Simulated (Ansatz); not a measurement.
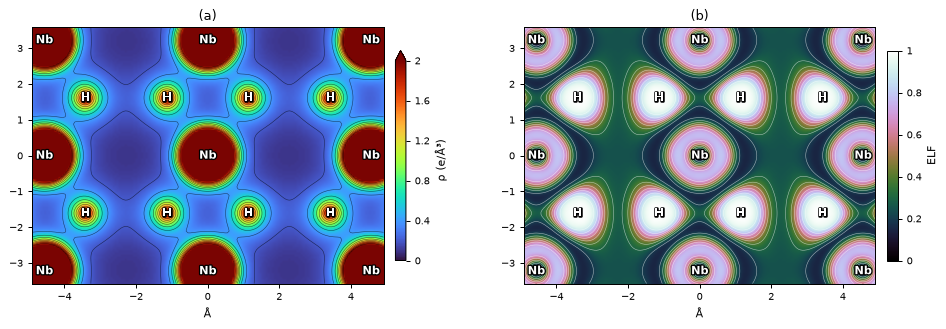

Figure 1: NbH₂. (a) valence pseudo-density; (b) ELF on the (110) plane of the conventional cell.

Space group Fm-3m; started from the NbH2 prototype; computed without spin polarisation.

Theory: DFT r2SCAN, scalar-relativistic, plane waves, PAW in Ansatz 0.2.0.

Core electrons are frozen (PAW), and the valence fields are smoothed inside the atomic spheres.

Q: What does the map show?

A: Atoms in the plane: Nb and H. Nb–H (1.98 Å): the density is about 0.66 e/Å³ at the midpoint; the ELF climbs to about 1 towards the hydrogen. Between the atoms the lowest density in this plane is 0.1 e/Å³. The features right at Nb lie inside the PAW spheres, where the map follows smoothed inner orbitals and isn't to be read closely.
